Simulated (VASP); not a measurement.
# Geometry relaxation of Mo (part 2 of 2)

Continued. System: Mo (Im-3m, 1 atom in the cell). Method: Kohn-Sham DFT of a periodic cell, PBE, VASP PAW PBE potentials, recommended, no spin polarisation (VASP 6.6.1); cutoff 600 eV, 16×16×16 k-mesh, methfessel-paxton of 0.1 eV. The structure derives from an entry of the Crystallography Open Database.

Geometry of the input (Å; fractional positions):
```
-1.5734  1.5734  1.5734
1.5734  -1.5734  1.5734
1.5734  1.5734  -1.5734
Mo 0.0000  0.0000  0.0000
```

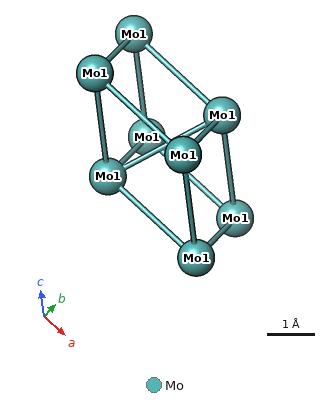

The geometry at step 1 of the log (ball-and-stick view of the cell of the calculation, seen slightly off an axis; atoms are numbered from 1 in the order of the input).

**Parts of OUTCAR, continued**
```
   LEPSILON=     F    determine dielectric tensor
   LRPA    =     F    only Hartree local field effects (RPA)
 conjugate gradient relaxation of ions
 non-spin polarized calculation
 Methfessel and Paxton  Order N= 1 SIGMA  =   0.10
  energy-cutoff  :      600.00
  volume of cell :       15.58
 maximum number of plane-waves:       537
 NGX is ok and might be reduce to    24
   NGX = 11   NGY = 11   NGZ = 11

--------------------------------------- Ionic step        1  -------------------------------------------

 number of electron      14.0000002 magnetization

 Free energy of the ion-electron system (eV)
  ---------------------------------------------------
  ext. energy  EPLUGINS =         0.00000000
  ---------------------------------------------------
  free energy    TOTEN  =       -10.93755557 eV

  energy without entropy =      -10.93812387  energy(sigma->0) =      -10.93774500

------------------------ aborting loop because EDIFF is reached ----------------------------------------

  FORCE on cell =-STRESS in cart. coord.  units (eV):
  Direction    XX          YY          ZZ          XY          YZ          ZX
  --------------------------------------------------------------------------------------
  -------------------------------------------------------------------------------------
  Total        0.3683819      0.3683819      0.3683819      0.0000000      0.0000000      0.0000000
  in kB       37.8807889     37.8807889     37.8807889      0.0000000      0.0000000      0.0000000
  external PRESSURE =      37.8807889 kB  Pullay stress =       0.0000000 kB

 VOLUME and BASIS-vectors are now :
 -----------------------------------------------------------------------------
  energy-cutoff  :      600.00
  volume of cell :       15.58
      direct lattice vectors                 reciprocal lattice vectors
    -1.573415000  1.573415000  1.573415000     0.000000000  0.317780115  0.317780115
     1.573415000 -1.573415000  1.573415000     0.317780115  0.000000000  0.317780115
     1.573415000  1.573415000 -1.573415000     0.317780115  0.317780115  0.000000000

 POSITION                                       TOTAL-FORCE (eV/Angst)
 -----------------------------------------------------------------------------------
      0.00000      0.00000      0.00000         0.000000     -0.000000      0.000000
 -----------------------------------------------------------------------------------
    total drift:                               -0.000000      0.000000      0.000000

  FREE ENERGIE OF THE ION-ELECTRON SYSTEM (eV)
  ---------------------------------------------------
  free  energy   TOTEN  =       -10.9375555662 eV

  energy  without entropy=      -10.9381238713  energy(sigma->0) =      -10.93774500

--------------------------------------- Ionic step        2  -------------------------------------------

 number of electron      13.9999999 magnetization

------------------------ aborting loop because EDIFF is reached ----------------------------------------

  FORCE on cell =-STRESS in cart. coord.  units (eV):
  Direction    XX          YY          ZZ          XY          YZ          ZX
  --------------------------------------------------------------------------------------
  -------------------------------------------------------------------------------------
  Total       -0.9574211     -0.9574211     -0.9574211      0.0000000      0.0000000      0.0000000
  in kB      -93.3840208    -93.3840208    -93.3840208      0.0000000      0.0000000      0.0000000
  external PRESSURE =     -93.3840208 kB  Pullay stress =       0.0000000 kB

 VOLUME and BASIS-vectors are now :
 -----------------------------------------------------------------------------
  energy-cutoff  :      600.00
  volume of cell :       16.43
      direct lattice vectors                 reciprocal lattice vectors
    -1.601377292  1.601377292  1.601377292     0.000000000  0.312231229  0.312231229
     1.601377292 -1.601377292  1.601377292     0.312231229  0.000000000  0.312231229
     1.601377292  1.601377292 -1.601377292     0.312231229  0.312231229  0.000000000

 POSITION                                       TOTAL-FORCE (eV/Angst)
 -----------------------------------------------------------------------------------
      0.00000     -0.00000      0.00000        -0.000000     -0.000000     -0.000000
 -----------------------------------------------------------------------------------
    total drift:                                0.000000      0.000000      0.000000

  FREE ENERGIE OF THE ION-ELECTRON SYSTEM (eV)
  ---------------------------------------------------
  free  energy   TOTEN  =       -10.9212250220 eV

  energy  without entropy=      -10.9217679682  energy(sigma->0) =      -10.92140600

--------------------------------------- Ionic step        3  -------------------------------------------

 number of electron      14.0000002 magnetization

 Free energy of the ion-electron system (eV)
  ---------------------------------------------------
  ext. energy  EPLUGINS =         0.00000000
  ---------------------------------------------------
  free energy    TOTEN  =       -10.94011067 eV

  energy without entropy =      -10.94072211  energy(sigma->0) =      -10.94031448

 E-fermi :  12.4217     XC(G=0): -13.3272     alpha+bet :-19.7699

 val. band max:       12.4077798100   @ k =  -0.1875   0.1875   0.0625
 cond. band min:      12.4672718293   @ k =   0.1875   0.0000   0.0000
 fundamental gap:      0.0594920192
 Fermi energy:        12.4217246750

 k-point     1 :       0.0000    0.0000    0.0000
  band No.  band energies     occupation
      1     -48.8536      2.00000
      2     -22.1458      2.00000
      3     -22.1458      2.00000
      4     -22.1458      2.00000
      5       5.2186      2.00000
      6      11.0795      2.00000
      7      11.0795      2.00000
      8      11.0795      2.00000
      9      14.0640     -0.00000
     10      14.0640     -0.00000
     11      27.2327      0.00000

 k-point     2 :       0.0625    0.0000    0.0000
  band No.  band energies     occupation
      1     -48.8441      2.00000
      2     -22.2009      2.00000
      3     -22.1628      2.00000
      4     -22.1462      2.00000
      5       5.3897      2.00000
      6      10.9834      2.00000
      7      11.0636      2.00000
      8      11.2393      2.00000
      9      13.9231     -0.00000
     10      14.0666     -0.00000
     11      27.3598      0.00000

 k-point     3 :       0.1250    0.0000    0.0000
  band No.  band energies     occupation
      1     -48.8172      2.00000
      2     -22.3559      2.00000
      3     -22.2110      2.00000
      4     -22.1473      2.00000
      5       5.8712      2.00000
      6      10.7215      2.00000
      7      10.9904      2.00000
      8      11.7106      2.00000
      9      13.6381     -0.00000
     10      14.0823     -0.00000
     11      27.6372      0.00000

 k-point     4 :       0.1875    0.0000    0.0000
  band No.  band energies     occupation
      1     -48.7766      2.00000
      2     -22.5833      2.00000
      3     -22.2824      2.00000
      4     -22.1490      2.00000
      5       6.5511      2.00000
      6      10.3576      2.00000
      7      10.8552      2.00000
      8      12.4673      0.31066
      9      13.4728     -0.00000
     10      14.1292     -0.00000
     11      27.7119      0.00000

 k-point     5 :       0.2500    0.0000    0.0000
  band No.  band energies     occupation
      1     -48.7283      2.00000
      2     -22.8449      2.00000
      3     -22.3656      2.00000
      4     -22.1510      2.00000
      5       7.1810      2.00000
      6       9.9641      2.00000
      7      10.8735      2.00000
      8      13.4615     -0.00000
      9      13.5420     -0.00000
     10      14.2222     -0.00000
     11      27.1830      0.00000

 [... the levels of 18 k-points are left out ...]

 k-point    24 :       0.2500    0.1875    0.0000
  band No.  band energies     occupation
      1     -48.6300      2.00000
      2     -23.2068      2.00000
      3     -22.5850      2.00000
      4     -22.2627      2.00000
      5       8.2845      2.00000
      6       9.5464      2.00000
      7      10.6232      2.00000
      8      13.5016     -0.00000
      9      14.8055      0.00000
     10      16.9789      0.00000
     11      25.5411      0.00000

 [... further k-points ...]

------------------------ aborting loop because EDIFF is reached ----------------------------------------

  FORCE on cell =-STRESS in cart. coord.  units (eV):
  Direction    XX          YY          ZZ          XY          YZ          ZX
  --------------------------------------------------------------------------------------
  -------------------------------------------------------------------------------------
  Total       -0.0048499     -0.0048499     -0.0048499     -0.0000000      0.0000000      0.0000000
  in kB       -0.4916737     -0.4916737     -0.4916737     -0.0000000      0.0000000      0.0000000
  external PRESSURE =      -0.4916737 kB  Pullay stress =       0.0000000 kB

 VOLUME and BASIS-vectors are now :
 -----------------------------------------------------------------------------
  energy-cutoff  :      600.00
  volume of cell :       15.80
      direct lattice vectors                 reciprocal lattice vectors
    -1.580892389  1.580892389  1.580892389     0.000000000  0.316277062  0.316277062
     1.580892389 -1.580892389  1.580892389     0.316277062  0.000000000  0.316277062
     1.580892389  1.580892389 -1.580892389     0.316277062  0.316277062  0.000000000

 POSITION                                       TOTAL-FORCE (eV/Angst)
 -----------------------------------------------------------------------------------
      0.00000     -0.00000      0.00000         0.000000     -0.000000      0.000000
 -----------------------------------------------------------------------------------
    total drift:                               -0.000000      0.000000     -0.000000

  FREE ENERGIE OF THE ION-ELECTRON SYSTEM (eV)
  ---------------------------------------------------
  free  energy   TOTEN  =       -10.9401106707 eV

  energy  without entropy=      -10.9407221104  energy(sigma->0) =      -10.94031448

 reached required accuracy - stopping structural energy minimisation
```

**CONTCAR**
```
Mo
   1.00000000000000
    -1.5808923894567717    1.5808923894567717    1.5808923894567717
     1.5808923894567717   -1.5808923894567717    1.5808923894567717
     1.5808923894567717    1.5808923894567717   -1.5808923894567717
  Mo
     1
Direct
     0.0000000000000000    0.0000000000000000    0.0000000000000000

  0.00000000E+00  0.00000000E+00  0.00000000E+00
```

**Trajectory as extended XYZ (Å, eV, eV/Å), 3 frames, from step=0 to step=2**
```
1
Lattice="-1.5734 1.5734 1.5734 1.5734 -1.5734 1.5734 1.5734 1.5734 -1.5734" Properties=species:S:1:pos:R:3:forces:R:3 step=0 energy=-10.93756
Mo    0.0000    0.0000    0.0000    0.0000   0.0000   0.0000
1
Lattice="-1.6014 1.6014 1.6014 1.6014 -1.6014 1.6014 1.6014 1.6014 -1.6014" Properties=species:S:1:pos:R:3:forces:R:3 step=1 energy=-10.92123
Mo    0.0000    0.0000    0.0000    0.0000   0.0000   0.0000
1
Lattice="-1.5809 1.5809 1.5809 1.5809 -1.5809 1.5809 1.5809 1.5809 -1.5809" Properties=species:S:1:pos:R:3:forces:R:3 step=2 energy=-10.94011
Mo    0.0000    0.0000    0.0000    0.0000   0.0000   0.0000
```
